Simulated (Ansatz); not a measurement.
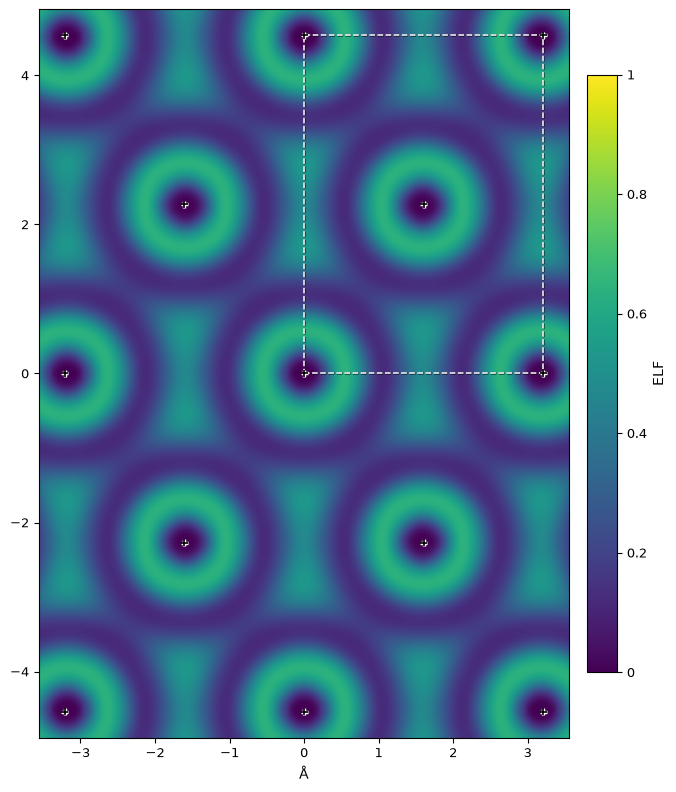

The ELF on a plane through atoms (crosses mark nuclei in the plane).

Computed with DFT PBEsol, scalar-relativistic, plane waves, PAW (Ansatz 0.2.0).

Candidates:
A. Ti3C2, a = 3.04 Å, b = 3.04 Å, c = 14.98 Å, α = 90.00°, β = 90.00°, γ = 120.00°. Space group P6₃/mmc; a structure from a database of computed crystals, not necessarily the ambient phase; computed without spin polarisation.
B. Ti, a = 3.21 Å, b = 3.21 Å, c = 3.21 Å, α = 90.00°, β = 90.00°, γ = 90.00°. Space group Im-3m; computed without spin polarisation.

Which candidate gave the map?

Answer. Candidate B: Ti on the (011) plane of the conventional cell, which holds Ti. Ti–Ti (2.78 Å): the ELF is about 0.20 at the midpoint; no localised pair shows between them.
